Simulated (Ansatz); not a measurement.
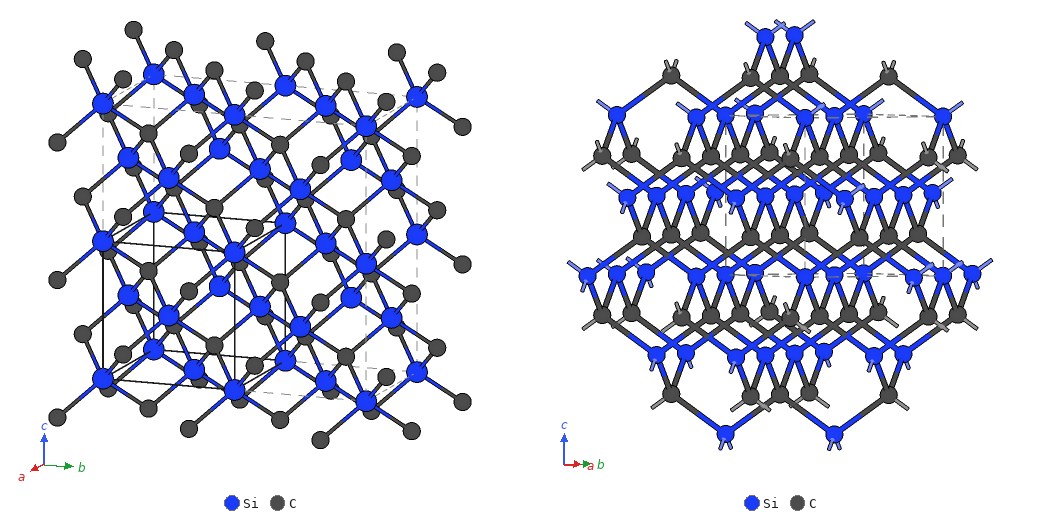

Left: the structure. Right: its underlying net. Nodes are coloured by element. Short stubs are edges that leave the cut-out.

System SiC (space group F-43m, No. 216); source of the atomic positions: coordinates from a relaxation with DFT PBE, scalar-relativistic, plane waves, PAW (Ansatz).

Bonds are taken as C–Si below 2.1 Å. Simplification: prune 0- and 1-connected atoms, fold 2-connected ones into links.

The result is a uninodal 4-connected, three-periodic net: Si and C are 4-connected nodes. It is the dia net, known from diamond, zinc blende and cristobalite. It is a single net, without interpenetration.

```
    node  links  point symbol  coordination sequence
Si and C      4            6⁶             4 12 24 42
```
